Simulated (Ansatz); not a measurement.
**Energy of Si along an even scaling of the cell**

System: Si (1 atom in the cell).
Method: DFT, PBEsol, plane waves (420 eV) with PAW, scalar-relativistic, no spin polarisation (Ansatz 0.2.0).

The 6 runs differ only in the geometry, by an even scaling of the cell at fixed fractional positions.

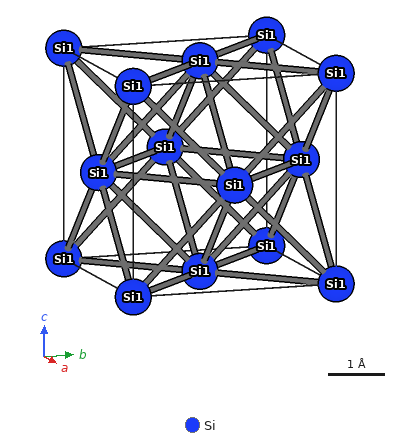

Figure 1. The structure of run 4 (ball-and-stick view of the cell 4 times as large as that of the calculation, set on its symmetry axes, seen slightly off an axis; atoms are numbered from 1 in the order of the input).

## Input of run 4
```yaml
crystal:
  lattice:
    - [0.0, 1.9393773392, 1.9393773392]
    - [1.9393773392, 0.0, 1.9393773392]
    - [1.9393773392, 1.9393773392, 0.0]
  atoms:
    - { symbol: Si, position: [0.0, 0.0, 0.0] }
hamiltonian:
  xc: pbesol
  pseudopotentials:
    kind: paw
    azcp:
      Si: "pseudopotentials/Si.paw.azcp"
basis:
  ecutwfc: 420
  fft_grid_basis: typed
kpoints:
  mp_grid: { grid: [16, 16, 16], shift: [0, 0, 0] }
magnetization:
  spin_polarized: false
scf:
  occupations: { method: fermi_dirac, width: 0.1 }
  lower_state_search: "off"
output:
  stress: true
```

Run 3 differs from it as follows:
```diff
-    - [0.0, 1.9393773392, 1.9393773392]
-    - [1.9393773392, 0.0, 1.9393773392]
-    - [1.9393773392, 1.9393773392, 0.0]
+    - [0.0, 1.8883171957, 1.8883171957]
+    - [1.8883171957, 0.0, 1.8883171957]
+    - [1.8883171957, 1.8883171957, 0.0]
```

## Results, with one run withheld

| run | volume per atom (Å³) | free energy per atom, from the lowest run given (meV) | pressure (GPa) |
| --- | --- | --- | --- |
| 1 | 12.344 | 71.58 | 15.75 |
| 2 | 12.905 | 27.58 | 9.59 |
| 3 | 13.467 | ? | ? |
| 4 | 14.589 | 0.00 | −3.12 |
| 5 | 15.150 | 15.95 | −5.89 |
| 6 | 15.711 | 40.63 | −8.11 |

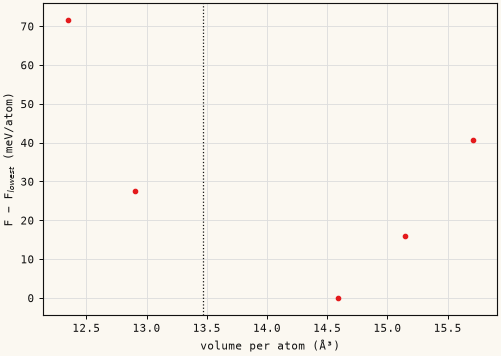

Figure 2. Free energy per atom of the runs given; the dotted line marks run 3.

Fit the runs given and predict run 3.

A cubic polynomial in V^(−2/3) (the Birch–Murnaghan form), fitted to the 5 runs given, misses them by at most 0.06 meV per atom. With x = V^(−2/3) − 0.17184 Å⁻², it reads F = −4.9854 + 199.66 x + 3.1119e+05 x² − 42007 x³ (meV per atom). At run 3 it gives 3.22 meV per atom, and the run itself gives 3.14. The slope of the fit gives a pressure −dF/dV of 4.48 GPa there, and the run prints 4.52 GPa. The fit has its minimum at 14.078 Å³ per atom, where V d²F/dV² gives 92.6 GPa: the bulk modulus at this level, since symmetry fixes the shape and the positions.

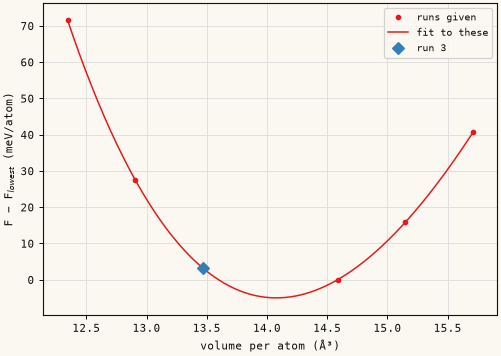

Figure 3. The fit and the withheld run.

## Output, shortened to warnings, some set-up lines, iterations and results (run 3)
```
Warning: [file] the record states the generating functional pbe (its physics header spells it `PBE`), which answers neither for hamiltonian.xc's functional nor for the pbesol family's — results may be inconsistent (PPs are generated against a specific XC)
Basis set: ecut = 420 eV, 259 PW (Γ)
Symmetry: 48 space group operations
k-points: 145 of 4096
Initial density: superposition of atomic densities (neutral atoms: chi_scale 0, normalization atom), corrected by the library's trained network
[...]
SCF iter   1: F=—  HF=-621.084858 eV  |F-HF|=—  |Δ(HF+E_count)|=         —  Δρ=2.14e-3  dr2=3.89e-4  ethr=1.77e-3  ⟨swp⟩=5.0  Hψ=8116  notcnv=0
SCF iter   2: F=—  HF=-621.084786 eV  |F-HF|=—  |Δ(HF+E_count)|=   7.26e-5  Δρ=1.01e-3  dr2=8.34e-5  ethr=9.73e-6  ⟨swp⟩=1.7  Hψ=2147  notcnv=0
SCF iter   3: F=—  HF=-621.084773 eV  |F-HF|=—  |Δ(HF+E_count)|=   1.28e-5  Δρ=7.50e-5  dr2=6.47e-7  ethr=2.09e-6  ⟨swp⟩=2.0  Hψ=1127  notcnv=0
SCF iter   4: F=-621.084773 eV  HF=-621.084773 eV  |F-HF|=2.24e-10  |Δ(HF+E_count)|=   2.31e-7  Δρ=2.35e-5  dr2=4.13e-8  ethr=1.62e-8  ⟨swp⟩=1.7  Hψ=1008  notcnv=0
SCF iter   5: F=-621.084773 eV  HF=-621.084773 eV  |F-HF|=1.03e-10  |Δ(HF+E_count)|=   1.86e-9  Δρ=1.34e-6  dr2=2.35e-10  ethr=1.03e-9  ⟨swp⟩=1.9  Hψ=1073  notcnv=0
SCF iter   6: F=-621.084773 eV  HF=-621.084773 eV  |F-HF|=6.71e-12  |Δ(HF+E_count)|=  8.58e-11  Δρ=3.10e-7  dr2=1.30e-11  ethr=5.88e-12  ⟨swp⟩=1.0  Hψ=2279  notcnv=0
SCF 1 converged in 6 iterations: F = -621.084773 eV  dr2 = 1.30e-11
SCF converged after 6 iterations
Free energy (F): -621.084773 eV
Harris-Foulkes:  -621.084773 eV  (|F-HF|=6.71e-12)
Internal energy: -621.070054 eV  (E = F + TS)
E sigma→0 (E₀):  -621.077414 eV
Entropy (-TS):   -0.014719 eV (-14.719 meV/atom)
Fermi energy:    11.717133 eV
--- Per-component energies (eV) ---
  E_band       = 22.899289
  E_kinetic    = 42.611834
  E_local      = 5.019105  (includes V_loc(G=0)·N_el)
  E_nonlocal   = 25.487873
  E_hartree    = 0.320490
  E_xc         = -56.334740
  E_vxc        = -48.933386  (∫ρ·V_xc dr)
  E_paw        = -498.355974  (= ΣΔE_a)
  E_vpaw       = -1.927126  (= ΣTr[D̂ρ^β])
  E_aug_tail   = 0.000007  (compensation charges beyond the density's cutoff)
  E_ewald      = -139.850209
  E_core_change = 0.031561  (= ΣΔE_core)
  E_smearing   = -0.014719  (= −TS)
  E_closure    = 0.000000  (closes the sum)
  Σ components = -621.084773   (vs F -621.084773, Δ=0.00e0)
--- Stress (GPa, compression-positive) ---
        4.523444       0.000000       0.000000
        0.000000       4.523444      -0.000000
        0.000000       0.000000       4.523444
  P = ⅓ Tr σ = 4.5234 GPa (45.234 kbar)
```

The program warns: the PAW datasets were made with another functional.
